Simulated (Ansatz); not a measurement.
Consider TiPbO3.

Space group Pm-3m.

Input file:

```
crystal:
  lattice:
    - [3.9639, 0.0, 0.0]
    - [0.0, 3.9639, 0.0]
    - [0.0, 0.0, 3.9639]
  atoms:
    - { symbol: Ti, position: [0.5, 0.5, 0.5] }
    - { symbol: Pb, position: [0.0, 0.0, 0.0] }
    - { symbol: O, position: [0.0, 0.5, 0.5] }
    - { symbol: O, position: [0.5, 0.0, 0.5] }
    - { symbol: O, position: [0.5, 0.5, 0.0] }
basis:
  ecutwfc: 420
  fft_grid_basis: typed
kpoints:
  mp_grid: { grid: [8, 8, 8] }
hamiltonian:
  xc: pbe
  pseudopotentials: { kind: paw }
scf:
  occupations: { method: gaussian, width: 0.05 }
output:
  forces: true
  stress: true
  eigenvalues: true
  bader: true
  write_density: true
  volumetric_format: npy
  elf: true
```

Run with:

```sh
ansatz run input.yaml --threads 1 --pin off --max-ram 3072MiB --backend cpu --events-out ev --progress --plain --runs-dir out
```

The picture shows the conventional cell (a = 3.96 Å, b = 3.96 Å, c = 3.96 Å, α = 90.00°, β = 90.00°, γ = 90.00°).

The calculation used Ansatz, DFT PBE, scalar-relativistic, plane waves, PAW.

> How does the converged density differ from a superposition of free atoms?

O–Ti (1.98 Å): Δρ is +0.11 e/Å³ at the midpoint (inside or at the edge of a masked core, so read it with care).
- Pb–Ti (3.43 Å): Δρ is −0.04 e/Å³ at the midpoint.
- Over the whole cell, outside the masked cores, the largest gain, 0.23 e/Å³, lies 0.7 Å from an oxygen nucleus and 1.3 Å from a titanium one, and the largest loss lies at the edge of the masked core of Ti.
- The rearranged charge, half the integral of |Δρ|, is about 0.28 e an atom.
- Bader charges: Ti +2.25, Pb +1.39 and O −1.21 e.

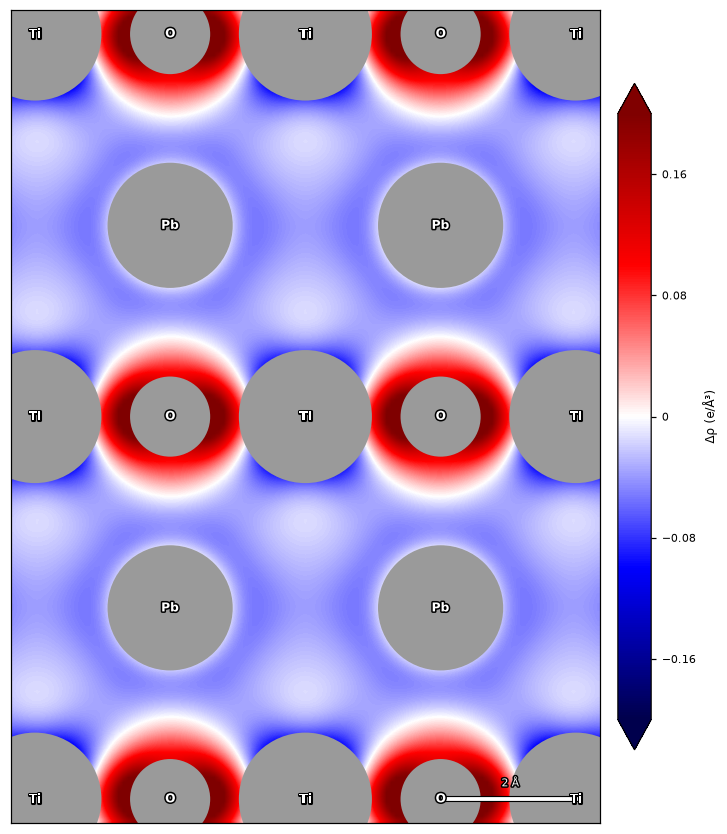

Computed deformation density: a map on the (101̄) plane of the conventional cell, with grey discs over the atomic cores.

Cores are masked to 1.0 Å (Ti), 0.9 Å (Pb) and 0.6 Å (O).

In a PAW calculation such maps are meaningful between the atoms, not at the nuclei.

Run time: 26 s on 1 thread of Arm Neoverse V2, on a shared host, peak memory 0.35 GiB.
